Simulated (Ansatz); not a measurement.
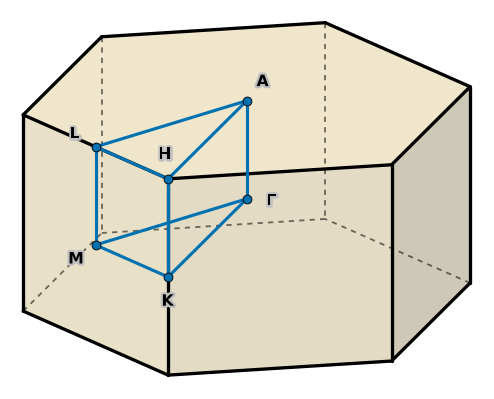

Crystal: Co, the end point of a relaxation with Ansatz 0.2.0, DFT, LDA (PW92), plane waves (420 eV) with PAW, scalar-relativistic; the starting structure was generated, so it need not be a known form of this composition. The figure shows the first Brillouin zone with its special points and a band path. Symmetry computed with spglib at a tolerance of 0.002 Å; standard conventional cell.

Labels and path follow the convention of Hinuma et al. (2017), as computed by seekpath.

### Name the Bravais lattice of the crystal.

A primitive hexagonal lattice (hP; extended symbol hP2). The zone is a hexagonal prism in its combinatorial type: 8 faces (6 with 4 edges, 2 with 6 edges), 18 edges, 12 vertices.

### Write the standard path through the labelled points.

Γ–M–K–Γ–A–L–H–A | L–M | H–K
